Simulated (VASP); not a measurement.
# Run report: MoTe2, geometry relaxation (part 2 of 2)

MoTe2 (slab, 3 atoms in the cell); Kohn-Sham DFT of a periodic cell, PBE with D3(BJ), VASP PAW PBE potentials, recommended, no spin polarisation (VASP 6.6.1); cutoff 600 eV, 12×12×1 k-mesh, Gaussian smearing of 0.03 eV. The structure derives from an entry of the Crystallography Open Database.

Geometry of the input (Å; fractional positions):
```
3.5182  0.0000  0.0000
-1.7591  3.0469  0.0000
0.0000  0.0000  21.6052
Te 0.3333  0.6667  0.4166
Te 0.3333  0.6667  0.5834
Mo 0.6667  0.3333  0.5000
```

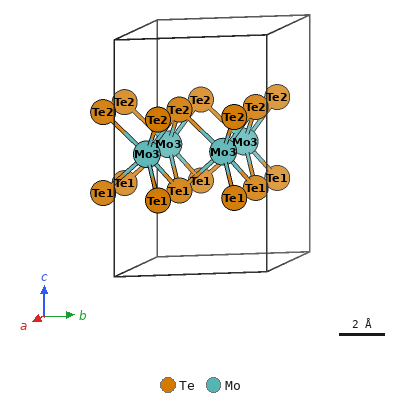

Figure 1. The geometry at step 3 of the log (ball-and-stick view of the 2 × 2 repeat of the cell, with the vacuum cut short, seen slightly off an axis; bonded neighbours outside the cell are drawn too; atoms are numbered from 1 in the order of the input).

## Parts of OUTCAR, continued
```
 -----------------------------------------------------------------------------------
     -0.00000      2.03123      9.00000         0.000000      0.000000     -0.136710
     -0.00000      2.03123     12.60519         0.000000      0.000000      0.136710
      1.75910      1.01562     10.80259        -0.000000      0.000000      0.000000
 -----------------------------------------------------------------------------------
    total drift:                               -0.000026      0.000015      0.000000

  FREE ENERGIE OF THE ION-ELECTRON SYSTEM (eV)
  ---------------------------------------------------
  free  energy   TOTEN  =       -19.2092469583 eV

  energy  without entropy=      -19.2092469583  energy(sigma->0) =      -19.20924696

--------------------------------------- Ionic step        2  -------------------------------------------

 number of electron      26.0000001 magnetization

------------------------ aborting loop because EDIFF is reached ----------------------------------------

 Edisp (eV)   -1.20096

 E8    (eV) :    -0.5841

  FORCE on cell =-STRESS in cart. coord.  units (eV):
  Direction    XX          YY          ZZ          XY          YZ          ZX
  --------------------------------------------------------------------------------------
  -------------------------------------------------------------------------------------
  Total      -0.04427    -0.04427     0.29320     0.00000     0.00000    -0.00000
  in kB      -0.30763    -0.30763     2.03740     0.00000     0.00000    -0.00000
  external pressure =        0.47 kB  Pullay stress =        0.00 kB

 VOLUME and BASIS-vectors are now :
 -----------------------------------------------------------------------------
  energy-cutoff  :      600.00
  volume of cell :      230.56
      direct lattice vectors                 reciprocal lattice vectors
     3.510359778  0.000000000  0.000000000     0.284871085  0.164470398  0.000000000
    -1.755179889  3.040060749  0.000000000     0.000000000  0.328940795  0.000000000
     0.000000000  0.000000000 21.605188800     0.000000000  0.000000000  0.046285178

 POSITION                                       TOTAL-FORCE (eV/Angst)
 -----------------------------------------------------------------------------------
     -0.00000      2.02671      8.99340         0.000000      0.000000     -0.085719
     -0.00000      2.02671     12.61178         0.000000     -0.000000      0.085719
      1.75518      1.01335     10.80259        -0.000000     -0.000000      0.000000
 -----------------------------------------------------------------------------------
    total drift:                               -0.000026      0.000015      0.000000

  FREE ENERGIE OF THE ION-ELECTRON SYSTEM (eV)
  ---------------------------------------------------
  free  energy   TOTEN  =       -19.2111274332 eV

  energy  without entropy=      -19.2111274332  energy(sigma->0) =      -19.21112743

--------------------------------------- Ionic step        3  -------------------------------------------

 number of electron      26.0000000 magnetization

------------------------ aborting loop because EDIFF is reached ----------------------------------------

 Edisp (eV)   -1.20504

 E8    (eV) :    -0.5860

  FORCE on cell =-STRESS in cart. coord.  units (eV):
  Direction    XX          YY          ZZ          XY          YZ          ZX
  --------------------------------------------------------------------------------------
  -------------------------------------------------------------------------------------
  Total       0.06250     0.06250     0.08988    -0.00000    -0.00000     0.00000
  in kB       0.43650     0.43650     0.62777    -0.00000    -0.00000     0.00000
  external pressure =        0.50 kB  Pullay stress =        0.00 kB

 VOLUME and BASIS-vectors are now :
 -----------------------------------------------------------------------------
  energy-cutoff  :      600.00
  volume of cell :      229.40
      direct lattice vectors                 reciprocal lattice vectors
     3.501462176  0.000000000  0.000000000     0.285594974  0.164888335  0.000000000
    -1.750731088  3.032355199  0.000000000     0.000000000  0.329776670  0.000000000
     0.000000000  0.000000000 21.605188800     0.000000000  0.000000000  0.046285178

 POSITION                                       TOTAL-FORCE (eV/Angst)
 -----------------------------------------------------------------------------------
     -0.00000      2.02157      8.98592         0.000000      0.000000     -0.028722
     -0.00000      2.02157     12.61927         0.000000      0.000000      0.028722
      1.75073      1.01079     10.80259        -0.000000     -0.000000      0.000000
 -----------------------------------------------------------------------------------
    total drift:                               -0.000025      0.000015      0.000000

  FREE ENERGIE OF THE ION-ELECTRON SYSTEM (eV)
  ---------------------------------------------------
  free  energy   TOTEN  =       -19.2119517514 eV

  energy  without entropy=      -19.2119517514  energy(sigma->0) =      -19.21195175

--------------------------------------- Ionic step        4  -------------------------------------------

 number of electron      26.0000000 magnetization

------------------------ aborting loop because EDIFF is reached ----------------------------------------

 Edisp (eV)   -1.20538

 E8    (eV) :    -0.5861

  FORCE on cell =-STRESS in cart. coord.  units (eV):
  Direction    XX          YY          ZZ          XY          YZ          ZX
  --------------------------------------------------------------------------------------
  -------------------------------------------------------------------------------------
  Total       0.06913     0.06913     0.07647     0.00000     0.00000    -0.00000
  in kB       0.48302     0.48302     0.53430     0.00000     0.00000    -0.00000
  external pressure =        0.50 kB  Pullay stress =        0.00 kB

 VOLUME and BASIS-vectors are now :
 -----------------------------------------------------------------------------
  energy-cutoff  :      600.00
  volume of cell :      229.30
      direct lattice vectors                 reciprocal lattice vectors
     3.500735170  0.000000000  0.000000000     0.285654284  0.164922578  0.000000000
    -1.750367585  3.031725593  0.000000000     0.000000000  0.329845156  0.000000000
     0.000000000  0.000000000 21.605188800     0.000000000  0.000000000  0.046285178

 POSITION                                       TOTAL-FORCE (eV/Angst)
 -----------------------------------------------------------------------------------
     -0.00000      2.02115      8.98531         0.000000      0.000000     -0.023561
     -0.00000      2.02115     12.61988         0.000000     -0.000000      0.023561
      1.75037      1.01058     10.80259        -0.000000      0.000000      0.000000
 -----------------------------------------------------------------------------------
    total drift:                               -0.000025      0.000015      0.000000

  FREE ENERGIE OF THE ION-ELECTRON SYSTEM (eV)
  ---------------------------------------------------
  free  energy   TOTEN  =       -19.2119575276 eV

  energy  without entropy=      -19.2119575276  energy(sigma->0) =      -19.21195753

--------------------------------------- Ionic step        5  -------------------------------------------

 number of electron      26.0000000 magnetization

------------------------ aborting loop because EDIFF is reached ----------------------------------------

 Edisp (eV)   -1.20199

 E8    (eV) :    -0.5845

  FORCE on cell =-STRESS in cart. coord.  units (eV):
  Direction    XX          YY          ZZ          XY          YZ          ZX
  --------------------------------------------------------------------------------------
  -------------------------------------------------------------------------------------
  Total      -0.08074    -0.08074    -0.11974     0.00000     0.00000     0.00000
  in kB      -0.56288    -0.56288    -0.83472     0.00000     0.00000     0.00000
  external pressure =       -0.65 kB  Pullay stress =        0.00 kB

 VOLUME and BASIS-vectors are now :
 -----------------------------------------------------------------------------
  energy-cutoff  :      600.00
  volume of cell :      229.83
      direct lattice vectors                 reciprocal lattice vectors
     3.504761152 -0.000000000  0.000000000     0.285326148  0.164733128  0.000000000
    -1.752380576  3.035212196  0.000000000     0.000000000  0.329466256  0.000000000
     0.000000000  0.000000000 21.605188800     0.000000000  0.000000000  0.046285178

 POSITION                                       TOTAL-FORCE (eV/Angst)
 -----------------------------------------------------------------------------------
     -0.00000      2.02347      8.98320         0.000000      0.000000      0.025963
     -0.00000      2.02347     12.62199         0.000000     -0.000000     -0.025963
      1.75238      1.01174     10.80259        -0.000000      0.000000      0.000000
 -----------------------------------------------------------------------------------
    total drift:                               -0.000026      0.000015      0.000000

  FREE ENERGIE OF THE ION-ELECTRON SYSTEM (eV)
  ---------------------------------------------------
  free  energy   TOTEN  =       -19.2119312059 eV

  energy  without entropy=      -19.2119312059  energy(sigma->0) =      -19.21193121

--------------------------------------- Ionic step        6  -------------------------------------------

 number of electron      26.0000000 magnetization

 Free energy of the ion-electron system (eV)
  ---------------------------------------------------
  ext. energy  EPLUGINS =         0.00000000
  ---------------------------------------------------
  free energy    TOTEN  =       -18.00814651 eV

  energy without entropy =      -18.00814651  energy(sigma->0) =      -18.00814651

 E-fermi :  -0.3387     XC(G=0):  -3.9151     alpha+bet : -4.4845

 val. band max:       -0.6435497558   @ k =   0.3333   0.3333   0.0000
 cond. band min:       0.5495030167   @ k =   0.3333   0.3333   0.0000
 fundamental gap:      1.1930527725
 Fermi energy:        -0.3387449967

 k-point     1 :       0.0000    0.0000    0.0000
  band No.  band energies     occupation
      1     -61.2975      2.00000
      2     -35.4753      2.00000
      3     -35.3307      2.00000
      4     -35.3307      2.00000
      5     -13.3496      2.00000
      6     -12.4224      2.00000
      7      -5.6939      2.00000
      8      -2.5126      2.00000
      9      -2.2399      2.00000
     10      -2.2399      2.00000
     11      -1.4615      2.00000
     12      -1.4615      2.00000
     13      -1.2266      2.00000
     14       2.5651      0.00000
     15       2.5651      0.00000
     16       2.8423      0.00000
     17       2.8423      0.00000

 k-point     2 :       0.0833   -0.0000    0.0000
  band No.  band energies     occupation
      1     -61.2968      2.00000
      2     -35.4734      2.00000
      3     -35.3399      2.00000
      4     -35.3328      2.00000
      5     -13.2502      2.00000
      6     -12.3524      2.00000
      7      -5.5847      2.00000
      8      -2.6725      2.00000
      9      -2.4581      2.00000
     10      -2.1575      2.00000
     11      -1.5918      2.00000
     12      -1.4017      2.00000
     13      -1.2262      2.00000
     14       2.1480      0.00000
     15       2.2498      0.00000
     16       2.6247      0.00000
     17       2.6428      0.00000

 k-point     3 :       0.1667   -0.0000    0.0000
  band No.  band energies     occupation
      1     -61.2949      2.00000
      2     -35.4679      2.00000
      3     -35.3648      2.00000
      4     -35.3386      2.00000
      5     -12.9611      2.00000
      6     -12.1491      2.00000
      7      -5.2825      2.00000
      8      -3.0534      2.00000
      9      -3.0437      2.00000
     10      -1.9242      2.00000
     11      -1.9120      2.00000
     12      -1.4822      2.00000
     13      -1.2829      2.00000
     14       1.3448      0.00000
     15       1.6015      0.00000
     16       2.1270      0.00000
     17       2.8092      0.00000

 k-point     4 :       0.2500   -0.0000    0.0000
  band No.  band energies     occupation
      1     -61.2924      2.00000
      2     -35.4604      2.00000
      3     -35.3987      2.00000
      4     -35.3466      2.00000
      5     -12.5127      2.00000
      6     -11.8359      2.00000
      7      -4.9101      2.00000
      8      -3.8268      2.00000
      9      -3.6356      2.00000
     10      -2.2892      2.00000
     11      -1.8532      2.00000
     12      -1.5852      2.00000
     13      -1.4890      2.00000
     14       0.8433      0.00000
     15       1.5931      0.00000
     16       1.6195      0.00000
     17       2.9568      0.00000

 k-point     5 :       0.3333   -0.0000    0.0000
  band No.  band energies     occupation
      1     -61.2898      2.00000
      2     -35.4529      2.00000
      3     -35.4323      2.00000
      4     -35.3545      2.00000
      5     -11.9713      2.00000
      6     -11.4653      2.00000
      7      -5.1129      2.00000
      8      -4.3934      2.00000
      9      -4.1632      2.00000
     10      -2.6185      2.00000
     11      -2.1728      2.00000
     12      -1.6576      2.00000
     13      -1.2228      2.00000
     14       0.8220      0.00000
     15       1.1728      0.00000
     16       2.0298      0.00000
     17       3.0415      0.00000

 [... the levels of 13 k-points are left out ...]

 k-point    19 :       0.3333    0.3333    0.0000
  band No.  band energies     occupation
      1     -61.2859      2.00000
      2     -35.4417      2.00000
      3     -35.4330      2.00000
      4     -35.4162      2.00000
      5     -10.9326      2.00000
      6     -10.7545      2.00000
      7      -5.2375      2.00000
      8      -5.0937      2.00000
      9      -4.5171      2.00000
     10      -3.6789      2.00000
     11      -3.5583      2.00000
     12      -2.4347      2.00000
     13      -0.6435      2.00000
     14       0.5495      0.00000
     15       1.1698      0.00000
     16       1.9658      0.00000
     17       3.5206      0.00000

------------------------ aborting loop because EDIFF is reached ----------------------------------------

 Edisp (eV)   -1.20387

 E8    (eV) :    -0.5854

  FORCE on cell =-STRESS in cart. coord.  units (eV):
  Direction    XX          YY          ZZ          XY          YZ          ZX
  --------------------------------------------------------------------------------------
  -------------------------------------------------------------------------------------
  Total      -0.00890    -0.00890    -0.02085     0.00000     0.00000     0.00000
  in kB      -0.06210    -0.06210    -0.14554     0.00000     0.00000     0.00000
  external pressure =       -0.09 kB  Pullay stress =        0.00 kB

 VOLUME and BASIS-vectors are now :
 -----------------------------------------------------------------------------
  energy-cutoff  :      600.00
  volume of cell :      229.54
      direct lattice vectors                 reciprocal lattice vectors
     3.502529083 -0.000000000  0.000000000     0.285507979  0.164838108  0.000000000
    -1.751264541  3.033279168  0.000000000     0.000000000  0.329676217  0.000000000
     0.000000000  0.000000000 21.605188800     0.000000000  0.000000000  0.046285178

 POSITION                                       TOTAL-FORCE (eV/Angst)
 -----------------------------------------------------------------------------------
     -0.00000      2.02219      8.98437         0.000000      0.000000     -0.001514
     -0.00000      2.02219     12.62082        -0.000000     -0.000000      0.001514
      1.75126      1.01109     10.80259         0.000000      0.000000      0.000000
 -----------------------------------------------------------------------------------
    total drift:                               -0.000025      0.000015      0.000000

  FREE ENERGIE OF THE ION-ELECTRON SYSTEM (eV)
  ---------------------------------------------------
  free  energy   TOTEN  =       -19.2120147764 eV

  energy  without entropy=      -19.2120147764  energy(sigma->0) =      -19.21201478

 reached required accuracy - stopping structural energy minimisation
```

## CONTCAR
```
Te2Mo
   1.00000000000000
     3.5025290828262898   -0.0000000000000000    0.0000000000000000
    -1.7512645414131449    3.0332791675680184    0.0000000000000000
     0.0000000000000000    0.0000000000000000   21.6051888000000005
  Te              Mo
     2     1
Direct
     0.3333333300000021    0.6666666699999979    0.4158430858469291
     0.3333333300000021    0.6666666699999979    0.5841569141530709
     0.6666666699999979    0.3333333300000021    0.5000000000000000

  0.00000000E+00  0.00000000E+00  0.00000000E+00
  0.00000000E+00  0.00000000E+00  0.00000000E+00
  0.00000000E+00  0.00000000E+00  0.00000000E+00
```

## Trajectory as extended XYZ (Å, eV, eV/Å), 6 frames, from step=0 to step=5
```
3
Lattice="3.5182 0.0000 0.0000 -1.7591 3.0469 0.0000 0.0000 0.0000 21.6052" Properties=species:S:1:pos:R:3:forces:R:3 step=0 energy=-19.20925
Te    0.0000    2.0312    9.0000    0.0000   0.0000  -0.1367
Te    0.0000    2.0312   12.6052    0.0000   0.0000   0.1367
Mo    1.7591    1.0156   10.8026    0.0000   0.0000   0.0000
3
Lattice="3.5104 0.0000 0.0000 -1.7552 3.0401 0.0000 0.0000 0.0000 21.6052" Properties=species:S:1:pos:R:3:forces:R:3 step=1 energy=-19.21113
Te    0.0000    2.0267    8.9934    0.0000   0.0000  -0.0857
Te    0.0000    2.0267   12.6118    0.0000   0.0000   0.0857
Mo    1.7552    1.0134   10.8026    0.0000   0.0000   0.0000
3
Lattice="3.5015 0.0000 0.0000 -1.7507 3.0324 0.0000 0.0000 0.0000 21.6052" Properties=species:S:1:pos:R:3:forces:R:3 step=2 energy=-19.21195
Te    0.0000    2.0216    8.9859    0.0000   0.0000  -0.0287
Te    0.0000    2.0216   12.6193    0.0000   0.0000   0.0287
Mo    1.7507    1.0108   10.8026    0.0000   0.0000   0.0000
3
Lattice="3.5007 0.0000 0.0000 -1.7504 3.0317 0.0000 0.0000 0.0000 21.6052" Properties=species:S:1:pos:R:3:forces:R:3 step=3 energy=-19.21196
Te    0.0000    2.0212    8.9853    0.0000   0.0000  -0.0236
Te    0.0000    2.0212   12.6199    0.0000   0.0000   0.0236
Mo    1.7504    1.0106   10.8026    0.0000   0.0000   0.0000
3
Lattice="3.5048 -0.0000 0.0000 -1.7524 3.0352 0.0000 0.0000 0.0000 21.6052" Properties=species:S:1:pos:R:3:forces:R:3 step=4 energy=-19.21193
Te    0.0000    2.0235    8.9832    0.0000   0.0000   0.0260
Te    0.0000    2.0235   12.6220    0.0000   0.0000  -0.0260
Mo    1.7524    1.0117   10.8026    0.0000   0.0000   0.0000
3
Lattice="3.5025 -0.0000 0.0000 -1.7513 3.0333 0.0000 0.0000 0.0000 21.6052" Properties=species:S:1:pos:R:3:forces:R:3 step=5 energy=-19.21201
Te    0.0000    2.0222    8.9844    0.0000   0.0000  -0.0015
Te    0.0000    2.0222   12.6208    0.0000   0.0000   0.0015
Mo    1.7513    1.0111   10.8026    0.0000   0.0000   0.0000
```

## Key numbers

| quantity | value |
| --- | --- |
| outcome | converged |
| electrons treated | 26 |
| free energy | −19.2120 eV |
| dispersion energy | −1.2039 eV |
| Fermi energy | −0.339 eV |
| gap on the k-point mesh | 1.19 eV |
| final volume | 229.54 Å³ |
| largest force (length of the vector) at the end | 0.002 eV/Å |
| hardware | 8 threads of Intel Xeon (Emerald Rapids), 192 GiB of memory available, shared host |
| wall time | 82 s (CPU time 9.5 min) |
| peak memory | 0.48 GiB |
